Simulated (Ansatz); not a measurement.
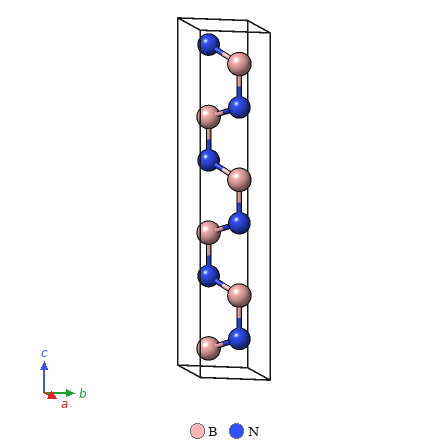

System: BN, space group P6_3mc (No. 186). The picture shows the cell.

Structure:
```yaml
crystal:
  lattice:
    - [-2.55458, 0.00000, 0.00000]
    - [-1.27729, -2.21233, 0.00000]
    - [0.00000, 0.00000, 12.67354]
  atoms:
    - { symbol: B, position: [0.66667, 0.66667, 0.22912] }
    - { symbol: B, position: [0.66667, 0.66667, 0.56245] }
    - { symbol: B, position: [0.66667, 0.66667, 0.89579] }
    - { symbol: B, position: [0.33333, 0.33333, 0.06245] }
    - { symbol: B, position: [0.33333, 0.33333, 0.39579] }
    - { symbol: B, position: [0.33333, 0.33333, 0.72912] }
    - { symbol: N, position: [0.66667, 0.66667, 0.10425] }
    - { symbol: N, position: [0.66667, 0.66667, 0.43758] }
    - { symbol: N, position: [0.66667, 0.66667, 0.77091] }
    - { symbol: N, position: [0.33333, 0.33333, 0.93758] }
    - { symbol: N, position: [0.33333, 0.33333, 0.27091] }
    - { symbol: N, position: [0.33333, 0.33333, 0.60425] }
```

How it was computed, with Ansatz 0.2.0: rigid slide of a crystal across a plane by tilting cell vector c, one fault a cell, unrelaxed, by plane-wave density functional theory with PAW datasets, free energies less that of the undisturbed cell; scalar-relativistic. Level: PBE, no spin polarisation.

```csv
setting,value
wave cutoff,420 eV
k mesh,10×10×2
occupations,Gaussian
smearing width,0.05 eV
k shift,"(0, 0, 0) (mesh steps)"
start,relaxed
height of the cut,0 (fraction of cell vector c)
slip vector,"(1, 1) (multiples of cell vectors a and b)"
```

Describe the result: the fault energy and shear traction against slip. The slip takes the values 0.0000, 0.0833, 0.1667, 0.2500, 0.3333, 0.4167, 0.5000, 0.5833, 0.6667, 0.7500, 0.8333, 0.9167.

The highest fault energy among the points, the barrier to rigid slip along this vector, is 11000 mJ/m² at slip 0.667; a local minimum of 7160 mJ/m² at slip 0.417 marks a metastable stacking fault. The shear traction goes from 0 GPa at slip 0.0000 to −63 GPa at 0.9167, not monotonically, with a high of 83 GPa at 0.1667 and a low of −114 GPa at 0.8333. The spacing at cut is 1.58 Å.

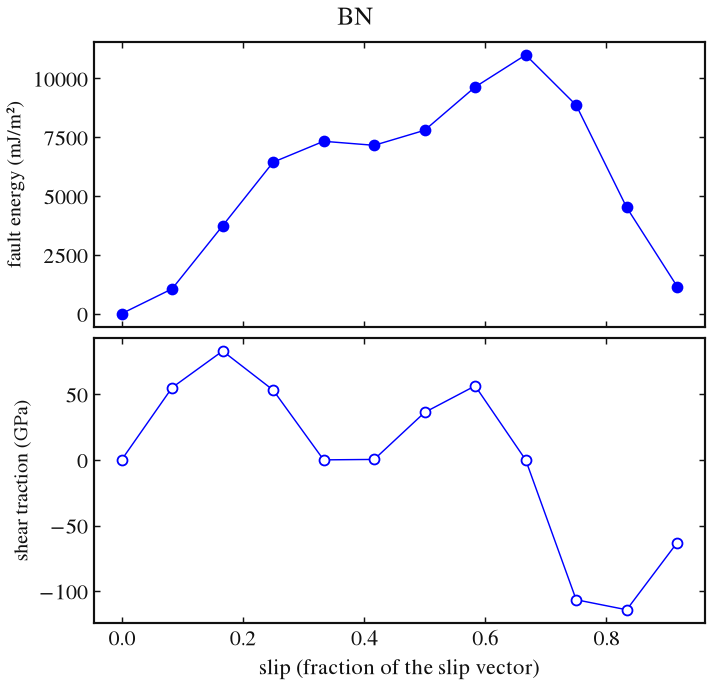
